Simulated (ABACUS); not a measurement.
**FeSi₂: band-structure run (part 2 of 2)**

Continued. System: FeSi₂ (P4/mmm, 3 atoms in the cell). Method: Kohn-Sham DFT of a periodic cell, rSCAN, SG15 ONCV 1.2 PBE, spin-polarised (ABACUS 3.10.1); cutoff 1414.99 eV, fermi-dirac of 0.05 eV, collinear spins. The structure derives from an entry of the Crystallography Open Database. It belongs to a series of runs on one base structure; here: bands on the converged density.

Geometry of the input (Å; fractional positions):
```
2.6840  0.0000  0.0000
0.0000  2.6840  0.0000
0.0000  0.0000  5.1280
Fe 0.0000  0.0000  0.0000
Si 0.5000  0.5000  0.7300
Si 0.5000  0.5000  0.2700
```

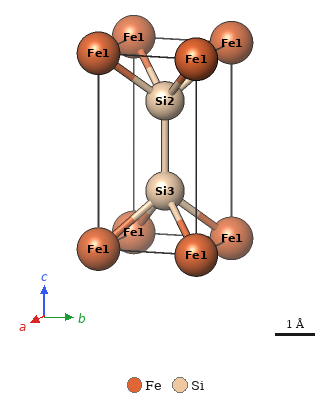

Figure 1. The structure (ball-and-stick view of the cell of the calculation, seen slightly off an axis; atoms are numbered from 1 in the order of the input).

**Output, continued**
```
 k(1/186) Iter steps (avg)=18 threshold=1e-07
 k(2/186) Iter steps (avg)=25 threshold=1e-07
 k(3/186) Iter steps (avg)=25 threshold=1e-07
 k(4/186) Iter steps (avg)=25 threshold=1e-07
 k(5/186) Iter steps (avg)=33 threshold=1e-07
 k(6/186) Iter steps (avg)=25 threshold=1e-07
 k(7/186) Iter steps (avg)=29 threshold=1e-07
 k(8/186) Iter steps (avg)=20 threshold=1e-07
 k(9/186) Iter steps (avg)=23 threshold=1e-07
 k(10/186) Iter steps (avg)=20 threshold=1e-07
 k(11/186) Iter steps (avg)=31 threshold=1e-07
 k(12/186) Iter steps (avg)=21 threshold=1e-07
 k(13/186) Iter steps (avg)=18 threshold=1e-07
 k(14/186) Iter steps (avg)=33 threshold=1e-07
 k(15/186) Iter steps (avg)=15 threshold=1e-07
 k(16/186) Iter steps (avg)=15 threshold=1e-07
 k(17/186) Iter steps (avg)=15 threshold=1e-07
 k(18/186) Iter steps (avg)=16 threshold=1e-07
 k(19/186) Iter steps (avg)=18 threshold=1e-07
 k(20/186) Iter steps (avg)=20 threshold=1e-07
 k(21/186) Iter steps (avg)=17 threshold=1e-07
 k(22/186) Iter steps (avg)=19 threshold=1e-07
 k(23/186) Iter steps (avg)=18 threshold=1e-07
 k(24/186) Iter steps (avg)=18 threshold=1e-07
 k(25/186) Iter steps (avg)=18 threshold=1e-07
 k(26/186) Iter steps (avg)=19 threshold=1e-07
 k(27/186) Iter steps (avg)=23 threshold=1e-07
 k(28/186) Iter steps (avg)=21 threshold=1e-07
 k(29/186) Iter steps (avg)=31 threshold=1e-07
 k(30/186) Iter steps (avg)=25 threshold=1e-07
 k(31/186) Iter steps (avg)=20 threshold=1e-07
 k(32/186) Iter steps (avg)=18 threshold=1e-07
 k(33/186) Iter steps (avg)=18 threshold=1e-07
 k(34/186) Iter steps (avg)=18 threshold=1e-07
 k(35/186) Iter steps (avg)=33 threshold=1e-07
 k(36/186) Iter steps (avg)=16 threshold=1e-07
 k(37/186) Iter steps (avg)=17 threshold=1e-07
 k(38/186) Iter steps (avg)=21 threshold=1e-07
 k(39/186) Iter steps (avg)=15 threshold=1e-07
 k(40/186) Iter steps (avg)=15 threshold=1e-07
 k(41/186) Iter steps (avg)=15 threshold=1e-07
 k(42/186) Iter steps (avg)=16 threshold=1e-07
 k(43/186) Iter steps (avg)=17 threshold=1e-07
 k(44/186) Iter steps (avg)=19 threshold=1e-07
 k(45/186) Iter steps (avg)=17 threshold=1e-07
 k(46/186) Iter steps (avg)=20 threshold=1e-07
 k(47/186) Iter steps (avg)=17 threshold=1e-07
 k(48/186) Iter steps (avg)=16 threshold=1e-07
[... levels at 48 k points of this process ...]

          total magnetism (Bohr mag/cell) = 0.201551
       absolute magnetism (Bohr mag/cell) = 0.334742
                        nelec for spin up = 12.1008
                      nelec for spin down = 11.8992

 Density error is 0.00000000000
                          Error Threshold = 1.00000000000e-07
----------------------------------------------------------
     Energy           Rydberg                 eV
----------------------------------------------------------
 E_KohnSham     -252.5520479394      -3436.1468935448
 E_KS(sigma->0) -252.5518229510      -3436.1438324204
 E_Harris       -252.5520479394      -3436.1468935448
 E_band         -18.0041968826       -244.9596655171
 E_one_elec     -190.4548209358      -2591.2707762969
 E_Hartree      107.0289681233       1456.2038175376
 E_xc           -30.3526456884       -412.9689307371
 E_Ewald        -138.7730994617      -1888.1048817996
 E_entropy(-TS) -0.0004499768        -0.0061222488
 E_descf        0.0000000000         0.0000000000
 E_exx          0.0000000000         0.0000000000
 E_Fermi        1.0701640252         14.5603285377
----------------------------------------------------------

 charge density convergence is achieved
 final etot is -3436.1468935 eV
 EFERMI = 14.560328538 eV

 STATE ENERGY(eV) AND OCCUPATIONS    NSPIN == 2
SPIN UP :
 1/24 kpoint (Cartesian) = 0.0000 0.0000 0.0000 (4491 pws)
       1       -76.1424      0.0107527
       2       -41.2417      0.0107527
       3       -41.2417      0.0107527
       4       -41.0053      0.0107527
       5      -0.300674      0.0107527
       6        4.66739      0.0107527
       7        6.06768      0.0107527
       8        10.5055      0.0107527
       9        12.5892      0.0107527
      10        12.7344      0.0107527
      11        12.7344      0.0107527
      12        13.5878      0.0107527
      13        19.2962    7.86887e-44
      14        19.2962    7.86887e-44
      15        21.2980    3.22559e-61
      16        22.0524    9.03563e-68
      17        22.8674    7.53406e-75
      18        23.1036    6.68797e-77
      19        24.6172        0.00000
      20        24.6172        0.00000
      21        26.5219        0.00000
      22        26.5219        0.00000
      23        29.5971        0.00000
      24        31.5513        0.00000

 2/24 kpoint (Cartesian) = 0.0000 0.018629 0.0000 (4487 pws)
       1       -76.1421      0.0107527
       2       -41.2451      0.0107527
       3       -41.2414      0.0107527
       4       -41.0049      0.0107527
       5      -0.247041      0.0107527
       6        4.70557      0.0107527
       7        6.11884      0.0107527
       8        10.5065      0.0107527
       9        12.5874      0.0107527
      10        12.6883      0.0107527
      11        12.7443      0.0107527
      12        13.5402      0.0107527
      13        18.6417    3.81074e-38
      14        19.3723    1.71787e-44
      15        21.3610    9.14852e-62
      16        22.3917    1.02191e-70
      17        22.5320    6.17788e-72
      18        23.1670    1.88348e-77
      19        24.6341        0.00000
      20        25.0844        0.00000
      21        25.9681        0.00000
      22        26.5899        0.00000
      23        29.8122        0.00000
      24        31.8023        0.00000

 3/24 kpoint (Cartesian) = 0.0000 0.037258 0.0000 (4485 pws)
       1       -76.1411      0.0107527
       2       -41.2550      0.0107527
       3       -41.2405      0.0107527
       4       -41.0038      0.0107527
       5     -0.0866470      0.0107527
       6        4.81916      0.0107527
       7        6.27139      0.0107527
       8        10.4992      0.0107527
       9        12.5545      0.0107527
      10        12.5738      0.0107527
      11        12.7733      0.0107527
      12        13.4070      0.0107527
      13        17.4321    1.22301e-27
      14        19.5924    2.10759e-46
      15        21.4267    2.46065e-62
      16        21.6316    4.08431e-64
      17        22.5442    4.83381e-72
      18        23.9485    3.06629e-84
      19        24.6844        0.00000
      20        25.0190        0.00000
      21        25.8257        0.00000
      22        26.7904        0.00000
      23        30.3134        0.00000
      24        32.5145        0.00000

 4/24 kpoint (Cartesian) = 0.0000 0.055887 0.0000 (4483 pws)
       1       -76.1397      0.0107527
       2       -41.2702      0.0107527
       3       -41.2392      0.0107527
       4       -41.0020      0.0107527
       5       0.178964      0.0107527
       6        5.00514      0.0107527
       7        6.52247      0.0107527
       8        10.4468      0.0107527
       9        12.3448      0.0107527
      10        12.5222      0.0107527
      11        12.8187      0.0107527
      12        13.2128      0.0107527
      13        16.2356    3.02053e-17
      14        19.9363    2.16831e-49
      15        20.3946    2.26957e-53
      16        21.8772    3.00645e-66
      17        22.4750    1.92878e-71
      18        23.2168    6.95222e-78
      19        24.7667        0.00000
      20        25.6308        0.00000
      21        26.5456        0.00000
      22        27.1131        0.00000
      23        31.0445        0.00000
      24        32.6581        0.00000

 5/24 kpoint (Cartesian) = 0.0000 0.074516 0.0000 (4463 pws)
       1       -76.1379      0.0107527
       2       -41.2895      0.0107527
       3       -41.2374      0.0107527
       4       -40.9998      0.0107527
       5       0.547070      0.0107527
       6        5.25796      0.0107527
       7        6.86699      0.0107527
       8        10.2711      0.0107527
       9        12.0743      0.0107527
      10        12.3937      0.0107527
      11        12.8768      0.0107527
      12        12.9871      0.0107527
      13        15.2749    6.68342e-09
      14        19.3331    3.76292e-44
      15        20.3814    2.95159e-53
      16        21.5727    1.32791e-63
      17        22.2846    8.70122e-70
      18        22.8001    2.89309e-74
      19        24.8782        0.00000
      20        26.6089        0.00000
      21        27.2506        0.00000
      22        27.5386        0.00000
      23        31.7991        0.00000
      24        32.7875        0.00000

 6/24 kpoint (Cartesian) = 0.0000 0.093145 0.0000 (4464 pws)
       1       -76.1358      0.0107527
       2       -41.3108      0.0107527
       3       -41.2355      0.0107527
       4       -40.9974      0.0107527
       5        1.01341      0.0107527
       6        5.56846      0.0107527
       7        7.29704      0.0107527
       8        9.85439      0.0107527
       9        11.7582      0.0107527
      10        12.1884      0.0107527
      11        12.7565      0.0107527
      12        12.9421      0.0107527
      13        14.6799    0.000901560
      14        18.3533    1.21971e-35
      15        20.3158    1.09721e-52
      16        20.9076    7.93836e-58
      17        22.7810    4.24278e-74
      18        22.7903    3.52488e-74
      19        25.0139        0.00000
      20        27.4515        0.00000
      21        27.9748        0.00000
      22        28.0301        0.00000
      23        31.4991        0.00000
      24        32.0821        0.00000

[... levels at 42 further k points ...]

 --------------------------------------------
 !FINAL_ETOT_IS -3436.146893544792 eV
 --------------------------------------------

 Output bands in file: OUT.FeSi2/BANDS_1.dat

 Output bands in file: OUT.FeSi2/BANDS_2.dat
```

**Standard output**
```
ABACUS v3.10.1

               Atomic-orbital Based Ab-initio Computation at UStc

 dft_functional readin is: MGGA_X_RSCAN+MGGA_C_RSCAN
 dft_functional in pseudopot file is: PBE
 Please make sure this is what you need
 dft_functional readin is: MGGA_X_RSCAN+MGGA_C_RSCAN
 dft_functional in pseudopot file is: PBE
 Please make sure this is what you need

%%%%%%%%%%%%%%%%%%%%%%%%%%%%%%%%%%%%%%%%%%%%%%%%%%%%%%%%%%%%%%%%%%%%%%%%%%%%%%%%%%%%%%%%%%%%%%%%%%%%%%%%%
 Warning: the number of valence electrons in pseudopotential > 8 for Fe: [Ar] 3d6 4s2
 Pseudopotentials with additional electrons can yield (more) accurate outcomes, but may be less efficient.
 If you're confident that your chosen pseudopotential is appropriate, you can safely ignore this warning.
%%%%%%%%%%%%%%%%%%%%%%%%%%%%%%%%%%%%%%%%%%%%%%%%%%%%%%%%%%%%%%%%%%%%%%%%%%%%%%%%%%%%%%%%%%%%%%%%%%%%%%%%%

 UNIFORM GRID DIM        : 36 * 36 * 64
 UNIFORM GRID DIM(BIG)   : 36 * 36 * 64
func,idMGGA_X_RSCAN 493
func,idMGGA_C_RSCAN 494
 ---------------------------------------------------------
 ---------------------------------------------------------
 SPIN    KPOINTS         PROCESSORS  THREADS
 2       186             4           4
 ---------------------------------------------------------
 Use plane wave basis
 ---------------------------------------------------------
 ELEMENT NATOM       XC
 Fe      1
 Si      2
 ---------------------------------------------------------
 Initial plane wave basis and FFT box
 ---------------------------------------------------------
 -------------------------------------------
 NONSELF-CONSISTENT :
 -------------------------------------------
 START CHARGE      : file
 ITER      TMAG       AMAG        ETOT/eV          EDIFF/eV         DRHO         DKIN     TIME/s
 DA1      2.02e-01   3.35e-01  -3.43614689e+03   0.00000000e+00   0.0000e+00   0.0000e+00  57.57
```

**Key numbers**

| quantity | value |
| --- | --- |
| outcome | converged |
| space group (tolerance 0.01 Å) | P4/mmm (123) |
| electrons treated | 24 |
| Fermi energy of the self-consistent step | 14.356 eV |
| net moment of the cell | 0.20 μB |
| integrated absolute moment | 0.33 μB |
| wall time | 58 s (CPU time 3.9 min) |
| peak memory | 0.76 GiB |
